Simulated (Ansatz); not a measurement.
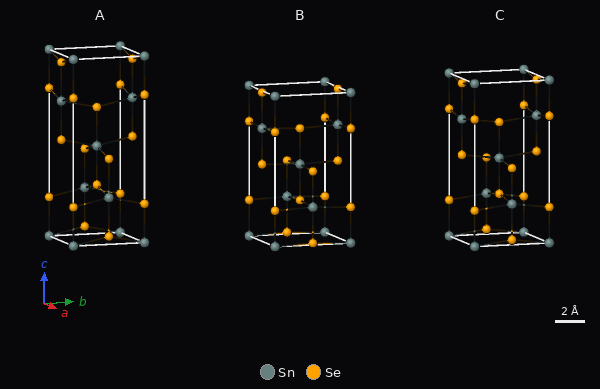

3 geometries from one relaxation of crystalline SnSe2 (built on the anatase type), in shuffled order. A ball-and-stick model of the conventional cell (2 times the calculation's cell), seen slightly off an axis. Lengths and directions refer to the drawn axes.

The calculation used Ansatz 0.2.0, DFT, PBEsol, plane waves, PAW. (plane-wave cutoff 420 eV; k-point mesh 6 × 6 × 6; occupations fermi dirac; smearing width 0.03 eV; no spin polarisation; cell and atoms relaxed; force threshold 0.01 eV/Å; at most 120 steps)

Q: Order the frames from highest to lowest energy.

A: A, C, B. They are steps 0, 4, 11, at +0.356 eV per cell of the calculation, +56.7 meV per cell of the calculation relative to the last. The largest moves relative to the cell, 0.33 Å, are those of Se atoms. Sn stays in place. The volume changes by −8.4 %, with a = b 5.266 → 5.612 Å (+6.6 %), c 13.218 → 10.661 Å (−19.3 %). Among the contacts that change: Se–Sn 2.749 → 2.544 Å, Se–Sn 2.691 → 2.809 Å. Among the angles between lasting bonds that change: Se–Sn–Se 156.2° → 175.1°, Sn–Se–Sn 156.2° → 175.1°, Sn–Se–Sn 101.9° → 92.5°. The space group stays I4_1/amd (No. 141). Over 9 accepted moves (11 points after the start) the energy falls by 0.356 eV per cell of the calculation. The largest force component goes from 0.38 to 0.0027 eV/Å. Pressure: −0.18 GPa at the start and 0.01 GPa at the end. At 2 points the geometry stayed and the basis and grid were re-selected for the new cell (energy shift of 0.6 meV per cell of the calculation at most each time).
